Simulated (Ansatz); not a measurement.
## Run report: Si, geometry relaxation (part 2 of 2)

The same run, continued: Si (slab, 16 atoms in the cell); DFT PBE+D3(BJ), scalar-relativistic, plane waves, PAW, no spin polarisation (Ansatz 0.2.0); cutoff 420 eV, 2×3×1 k-mesh, Gaussian smearing of 0.05 eV. The structure derives from an entry of the Crystallography Open Database. The input holds or restrains some coordinates. It belongs to a series of runs on one base structure; here: clean slab, lower planes held.

Geometry of the input (Å; fractional positions):
```
7.6672  0.0000  0.0000
0.0000  5.4215  0.0000
0.0000  0.0000  21.7504
Si 0.2500  0.0000  0.3678
Si 0.7500  0.0000  0.3678
Si 0.5000  0.2500  0.3678
Si 0.0000  0.2500  0.3678
Si 0.5000  0.5000  0.4559
Si 0.0000  0.5000  0.4559
Si 0.7500  0.7500  0.4559
Si 0.2500  0.7500  0.4559
Si 0.7500  0.0000  0.5441
Si 0.2500  0.0000  0.5441
Si 0.0000  0.2500  0.5441
Si 0.5000  0.2500  0.5441
Si 0.0000  0.5000  0.6322
Si 0.5000  0.5000  0.6322
Si 0.2500  0.7500  0.6322
Si 0.7500  0.7500  0.6322
```

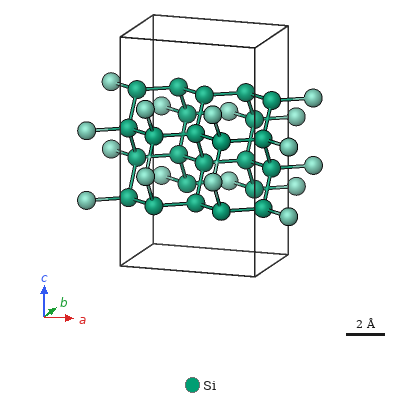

Figure 1. The geometry at step 3 of the log (ball-and-stick view of the cell of the calculation, with the vacuum cut short, seen slightly off an axis; neighbours outside the cell are drawn fainter).

```
SCF converged after 6 iterations
Free energy (F): -10167.926733 eV
Harris-Foulkes:  -10167.926733 eV  (|F-HF|=8.28e-10)
Internal energy: -10167.919145 eV  (E = F + TS)
E sigma→0 (E₀):  -10167.922939 eV
Entropy (-TS):   -0.007587 eV (-0.474 meV/atom)
Fermi energy:    -0.832336 eV
Dipole field:    D = 0.003879 V/Å  (p = 0.019384 e·Å, saw-weighted, corrected)
Work function:   Φ+ = 4.6709 eV   Φ− = 4.7553 eV
Levels:          The Fermi level and band energies are counted from a zero that moves with the ramp; work functions are not
--- Per-component energies (eV) ---
  E_band       = -361.050111
  E_kinetic    = 632.054079
  E_local      = -14235.463456  (includes V_loc(G=0)·N_el)
  E_nonlocal   = 418.168259
  E_hartree    = 6798.539298
  E_xc         = -874.586809
  E_vxc        = -735.812042  (∫ρ·V_xc dr)
  E_paw        = -8201.964478  (= ΣΔE_a)
  E_vpaw       = -37.085534  (= ΣTr[D̂ρ^β])
  E_aug_tail   = 0.000101  (compensation charges beyond the density's cutoff)
  E_efield     = 0.000038  (sawtooth field / dipole correction)
  E_vefield    = 0.004896  (∫n·V_field dr)
  E_ewald      = 5299.592767
  E_disp       = -4.258945  (pairwise vdW)
  E_smearing   = -0.007587  (= −TS)
  E_closure    = 0.000000  (closes the sum)
  Σ components = -10167.926733   (vs F -10167.926733, Δ=0.00e0)
--- Forces (eV/Å), atoms counted from 1 ---
  atom   1  Si     0.00000000     0.25042128     0.17450243
  atom   2  Si     0.00000000     0.25042128     0.17450243
  atom   3  Si     0.00000000    -0.25042128     0.17450243
  atom   4  Si     0.00000000    -0.25042128     0.17450243
  atom   5  Si     0.00000000     0.05247590    -0.17288371
  atom   6  Si     0.00000000     0.05247590    -0.17288371
  atom   7  Si     0.00000000    -0.05247590    -0.17288371
  atom   8  Si    -0.00000000    -0.05247590    -0.17288371
  atom   9  Si     0.00000000     0.00865046    -0.00001283
  atom  10  Si     0.00000000     0.00865046    -0.00001283
  atom  11  Si     0.00000000    -0.00865046    -0.00001283
  atom  12  Si     0.00000000    -0.00865046    -0.00001283
  atom  13  Si     0.00000000    -0.00993444    -0.00160483
  atom  14  Si    -0.00000000    -0.00993444    -0.00160483
  atom  15  Si    -0.00000000     0.00993444    -0.00160483
  atom  16  Si     0.00000000     0.00993444    -0.00160483
  max |Σ_I F_I| component: 4.23e-6 eV/Å
--- Band table (eV) ---
  k-point 0: bands = ["-12.5358", "-11.3324", "-10.4628", "-10.4628", "-9.8037", "-9.2042", "-9.2042", "-8.9348", "-8.2612", "-7.5550", "-7.5550", "-6.7640", "-6.6015", "-6.6015", "-4.5712", "-4.4859", "-4.4007", "-4.4007", "-4.3181", "-3.7649", "-3.7649", "-3.5359", "-3.2110", "-3.2110", "-3.0450", "-2.6585", "-1.7993", "-1.6824", "-1.5401", "-1.5401", "-1.1205", "-0.9395", "-0.6885", "-0.6885", "-0.4223", "0.0900", "0.8638", "0.8638", "0.8649", "1.0914", "1.1379", "1.1379", "1.6855", "2.0346", "2.1339", "2.1417", "2.9870", "3.0456"]
  k-point 1: bands = ["-12.0667", "-10.9817", "-10.7047", "-10.2573", "-10.2573", "-10.1563", "-9.0307", "-9.0307", "-7.7040", "-7.7040", "-7.4787", "-7.4787", "-7.0521", "-6.6103", "-5.5875", "-4.2345", "-4.2345", "-3.9844", "-3.8958", "-3.8958", "-3.1790", "-3.1367", "-3.0666", "-2.9723", "-2.9723", "-2.4145", "-2.0972", "-1.8159", "-1.3742", "-1.3742", "-1.3002", "-0.8802", "-0.6636", "-0.5516", "-0.5516", "-0.3778", "0.7213", "1.3401", "1.4461", "1.6010", "1.6010", "1.9456", "2.1248", "2.1248", "2.5181", "3.0983", "3.0983", "3.1011"]
  k-point 2: bands = ["-11.9899", "-11.9899", "-10.7772", "-10.7772", "-9.2281", "-9.2281", "-8.7071", "-8.7071", "-8.3447", "-8.3447", "-7.2867", "-7.2867", "-5.2000", "-5.2000", "-4.9237", "-4.9237", "-4.1532", "-4.1532", "-4.0887", "-4.0887", "-4.0429", "-4.0429", "-3.8004", "-3.8004", "-2.9332", "-2.9332", "-2.9088", "-2.9088", "-1.5893", "-1.5893", "-1.4024", "-1.4024", "-0.7846", "-0.7846", "0.4733", "0.4733", "0.9408", "0.9408", "1.9823", "1.9823", "2.2497", "2.2497", "2.3715", "2.3715", "2.5062", "2.5062", "2.9364", "2.9364"]
  k-point 3: bands = ["-11.5430", "-11.5430", "-10.4420", "-10.4420", "-10.2697", "-10.2697", "-9.6205", "-9.6205", "-7.1052", "-7.1052", "-6.9638", "-6.9638", "-6.0324", "-6.0324", "-5.2567", "-5.2567", "-4.5705", "-4.5705", "-4.3849", "-4.3849", "-3.7415", "-3.7415", "-3.1877", "-3.1877", "-2.9033", "-2.9033", "-2.5007", "-2.5007", "-1.2331", "-1.2331", "-1.0674", "-1.0674", "-0.6853", "-0.6853", "-0.2379", "-0.2379", "1.6247", "1.6247", "1.9590", "1.9590", "2.5203", "2.5203", "2.7984", "2.7984", "3.2939", "3.2939", "3.5190", "3.5190"]
--- Relaxed structure (4 steps of the walk, 4 accepted, 0 SCFs on fresh bases) ---
  F+E_penalty+E_count = -10167.92673268 eV   max|allowed force component| = 9.934e-3 eV/Å
  atoms:
    - { symbol: Si, position: [0.25, 0.0, 0.3678094833] }
    - { symbol: Si, position: [0.75, 0.0, 0.3678094833] }
    - { symbol: Si, position: [0.5, 0.25, 0.3678094833] }
    - { symbol: Si, position: [0.0, 0.25, 0.3678094833] }
    - { symbol: Si, position: [0.5, 0.5, 0.4559364944] }
    - { symbol: Si, position: [0.0, 0.5, 0.4559364944] }
    - { symbol: Si, position: [0.75, 0.7499999999999999, 0.4559364944] }
    - { symbol: Si, position: [0.25, 0.7499999999999999, 0.4559364944] }
    - { symbol: Si, position: [0.75, 0.0036677553456221142, 0.5446502955314727] }
    - { symbol: Si, position: [0.25, 0.0036677553456221142, 0.5446502955314727] }
    - { symbol: Si, position: [3.836552813958792e-35, 0.24633224465437784, 0.5446502955314727] }
    - { symbol: Si, position: [0.5, 0.24633224465437784, 0.5446502955314727] }
    - { symbol: Si, position: [2.511911816811895e-35, 0.5080634536889704, 0.6280333565871854] }
    - { symbol: Si, position: [0.5, 0.5080634536889704, 0.6280333565871854] }
    - { symbol: Si, position: [0.25, 0.7419365463110296, 0.6280333565871854] }
    - { symbol: Si, position: [0.75, 0.7419365463110296, 0.6280333565871854] }
```

Trajectory as extended XYZ (Å, eV, eV/Å), 4 frames, from step=1 to step=4:
```
16
Lattice="7.6672 0.0000 0.0000 0.0000 5.4215 0.0000 0.0000 0.0000 21.7504" Properties=species:S:1:pos:R:3:forces:R:3 step=1 energy=-10167.84922
Si    1.9168    0.0000    8.0000    0.0000   0.3263   0.1904
Si    5.7504    0.0000    8.0000    0.0000   0.3263   0.1904
Si    3.8336    1.3554    8.0000    0.0000  -0.3263   0.1904
Si    0.0000    1.3554    8.0000    0.0000  -0.3263   0.1904
Si    3.8336    2.7108    9.9168    0.0000   0.1513  -0.2950
Si    0.0000    2.7108    9.9168    0.0000   0.1513  -0.2950
Si    5.7504    4.0661    9.9168    0.0000  -0.1513  -0.2950
Si    1.9168    4.0661    9.9168    0.0000  -0.1513  -0.2950
Si    5.7504    0.0000   11.8336    0.0000   0.1513   0.2950
Si    1.9168    0.0000   11.8336    0.0000   0.1513   0.2950
Si    0.0000    1.3554   11.8336    0.0000  -0.1513   0.2950
Si    3.8336    1.3554   11.8336    0.0000  -0.1513   0.2950
Si    0.0000    2.7108   13.7504    0.0000   0.3263  -0.1904
Si    3.8336    2.7108   13.7504    0.0000   0.3263  -0.1904
Si    1.9168    4.0661   13.7504    0.0000  -0.3263  -0.1904
Si    5.7504    4.0661   13.7504    0.0000  -0.3263  -0.1904
16
Lattice="7.6672 0.0000 0.0000 0.0000 5.4215 0.0000 0.0000 0.0000 21.7504" Properties=species:S:1:pos:R:3:forces:R:3 step=2 energy=-10167.90315
Si    1.9168    0.0000    8.0000    0.0000   0.2925   0.1816
Si    5.7504    0.0000    8.0000    0.0000   0.2925   0.1816
Si    3.8336    1.3554    8.0000    0.0000  -0.2925   0.1816
Si    0.0000    1.3554    8.0000    0.0000  -0.2925   0.1816
Si    3.8336    2.7108    9.9168    0.0000   0.0952  -0.2254
Si    0.0000    2.7108    9.9168    0.0000   0.0952  -0.2254
Si    5.7504    4.0661    9.9168    0.0000  -0.0952  -0.2254
Si    1.9168    4.0661    9.9168    0.0000  -0.0952  -0.2254
Si    5.7504    0.0081   11.8424    0.0000   0.0705   0.1761
Si    1.9168    0.0081   11.8424    0.0000   0.0705   0.1761
Si    0.0000    1.3473   11.8424    0.0000  -0.0705   0.1761
Si    3.8336    1.3473   11.8424    0.0000  -0.0705   0.1761
Si    0.0000    2.7331   13.7164    0.0000   0.1224  -0.1322
Si    3.8336    2.7331   13.7164    0.0000   0.1224  -0.1322
Si    1.9168    4.0438   13.7164    0.0000  -0.1224  -0.1322
Si    5.7504    4.0438   13.7164    0.0000  -0.1224  -0.1322
16
Lattice="7.6672 0.0000 0.0000 0.0000 5.4215 0.0000 0.0000 0.0000 21.7504" Properties=species:S:1:pos:R:3:forces:R:3 step=3 energy=-10167.92602
Si    1.9168    0.0000    8.0000    0.0000   0.2468   0.1754
Si    5.7504    0.0000    8.0000    0.0000   0.2468   0.1754
Si    3.8336    1.3554    8.0000    0.0000  -0.2468   0.1754
Si    0.0000    1.3554    8.0000    0.0000  -0.2468   0.1754
Si    3.8336    2.7108    9.9168    0.0000   0.0541  -0.1760
Si    0.0000    2.7108    9.9168    0.0000   0.0541  -0.1760
Si    5.7504    4.0661    9.9168    0.0000  -0.0541  -0.1760
Si    1.9168    4.0661    9.9168    0.0000  -0.0541  -0.1760
Si    5.7504    0.0216   11.8451    0.0000   0.0179  -0.0398
Si    1.9168    0.0216   11.8451    0.0000   0.0179  -0.0398
Si    0.0000    1.3338   11.8451    0.0000  -0.0179  -0.0398
Si    3.8336    1.3338   11.8451    0.0000  -0.0179  -0.0398
Si    0.0000    2.7526   13.6506    0.0000   0.0566   0.0404
Si    3.8336    2.7526   13.6506    0.0000   0.0566   0.0404
Si    1.9168    4.0243   13.6506    0.0000  -0.0566   0.0404
Si    5.7504    4.0243   13.6506    0.0000  -0.0566   0.0404
16
Lattice="7.6672 0.0000 0.0000 0.0000 5.4215 0.0000 0.0000 0.0000 21.7504" Properties=species:S:1:pos:R:3:forces:R:3 step=4 energy=-10167.92673
Si    1.9168    0.0000    8.0000    0.0000   0.2504   0.1745
Si    5.7504    0.0000    8.0000    0.0000   0.2504   0.1745
Si    3.8336    1.3554    8.0000    0.0000  -0.2504   0.1745
Si    0.0000    1.3554    8.0000    0.0000  -0.2504   0.1745
Si    3.8336    2.7108    9.9168    0.0000   0.0525  -0.1729
Si    0.0000    2.7108    9.9168    0.0000   0.0525  -0.1729
Si    5.7504    4.0661    9.9168    0.0000  -0.0525  -0.1729
Si    1.9168    4.0661    9.9168    0.0000  -0.0525  -0.1729
Si    5.7504    0.0199   11.8464    0.0000   0.0086   0.0000
Si    1.9168    0.0199   11.8464    0.0000   0.0086   0.0000
Si    0.0000    1.3355   11.8464    0.0000  -0.0086   0.0000
Si    3.8336    1.3355   11.8464    0.0000  -0.0086   0.0000
Si    0.0000    2.7545   13.6600    0.0000  -0.0099  -0.0016
Si    3.8336    2.7545   13.6600    0.0000  -0.0099  -0.0016
Si    1.9168    4.0224   13.6600    0.0000   0.0099  -0.0016
Si    5.7504    4.0224   13.6600    0.0000   0.0099  -0.0016
```

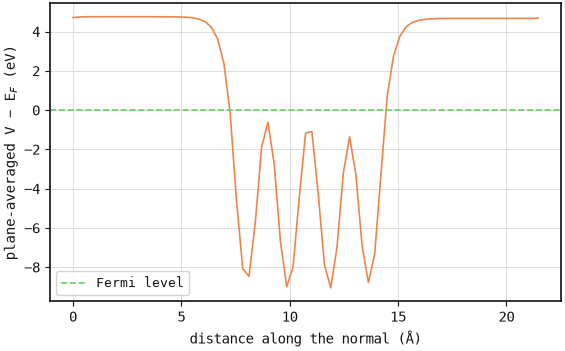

Figure 2. Plane average of the electrostatic potential energy of an electron across the cell, from the Fermi level. The vacuum level lies 4.67 eV above the Fermi level on the upper side and 4.76 eV on the lower.

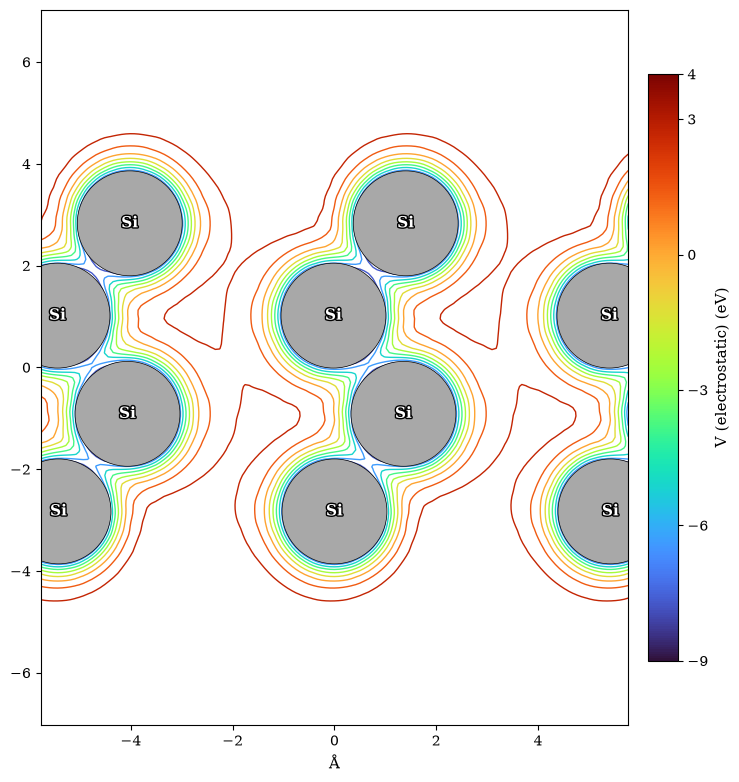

Figure 3. Electrostatic potential (local pseudopotential plus Hartree) felt by an electron on the (100) plane of the calculation cell, a cut from vacuum to vacuum. Grey discs, where drawn, cover atomic cores. The plane passes through Si nuclei. In a PAW calculation such maps are meaningful between the atoms, not at the nuclei.

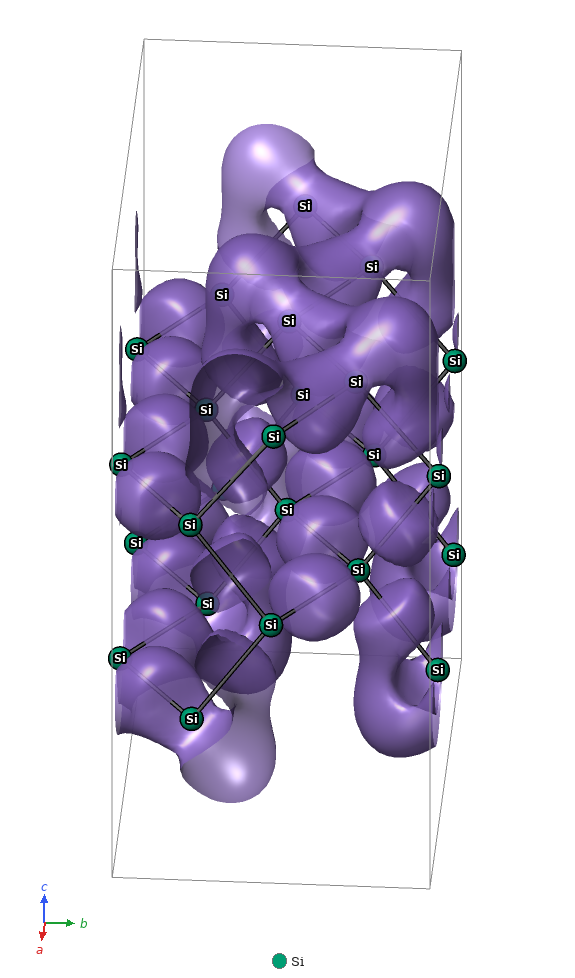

Figure 4. Isosurface of the ELF at 0.75 (purple), seen at an oblique angle. Only the valence region is drawn (cores and ρ < 0.01 e/Å³ removed). Sticks mark near contacts. The ELF exceeds this value in twelve regions between bonded Si–Si atoms (shared pairs) and channels that run through the cell in one direction, counted in one cell of 16 atoms. Counts are for one cell; the picture repeats the cell along the surface. Profiles from the grid: Si–Si (2.30 Å): the ELF peaks at about 0.95 between the atoms (a shared electron pair). Si–Si (2.35 Å): the ELF peaks at about 0.95 between the atoms (localised, shared-pair bonding).
